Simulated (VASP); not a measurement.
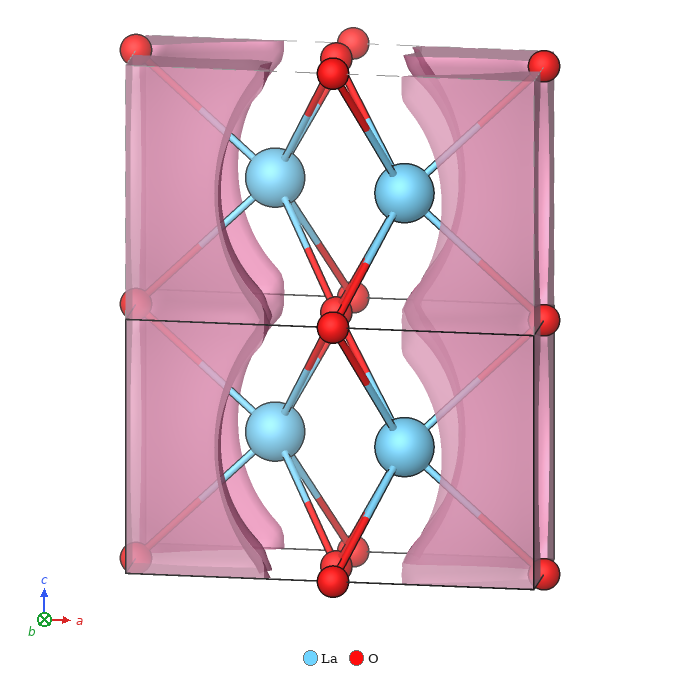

The pink surface encloses the points that the centre of a probe sphere of radius 0.40 Å can occupy in La$_{2}$O$_{3}$ (P-62m, No. 189), computed on a grid of about 0.13 Å (1×1×2 cells shown, view from a free direction; pale faces close the region where the box cuts it).

Hard-sphere model; covalent radii (Cordero): La 2.07 Å, O 0.66 Å.

Source of the atomic positions: a cell listed in the Materials Project, as set up for an electronic-structure calculation.

Space group P-62m (No. 189). a = 6.267 Å, b = 6.267 Å, c = 3.300 Å, α = 90.00°, β = 90.00°, γ = 120.00°
```csv
atom,site,symmetry,x,y,z
La,2d,-6..,0.6667,0.3333,0.5000
O,3f,m2m,0.5080,0.0000,0.0000
```

> Is the space open to the probe made of pockets or channels?

Where they connect, they form one-dimensional channels along [001].

> What share of the cell can the probe's centre reach?

About 20 % of the volume (23 Å³ of 112.2 Å³).

> Give the largest included and the largest free sphere.

The largest sphere that fits anywhere has a diameter of 3.81 Å; the largest that can travel through the crystal, about 3.1 Å.

> How does the connectivity change as the probe shrinks?

Below a radius of about 1.55 Å the space forms one-dimensional channels along [001]. These are grid estimates, good to about 0.05 Å.
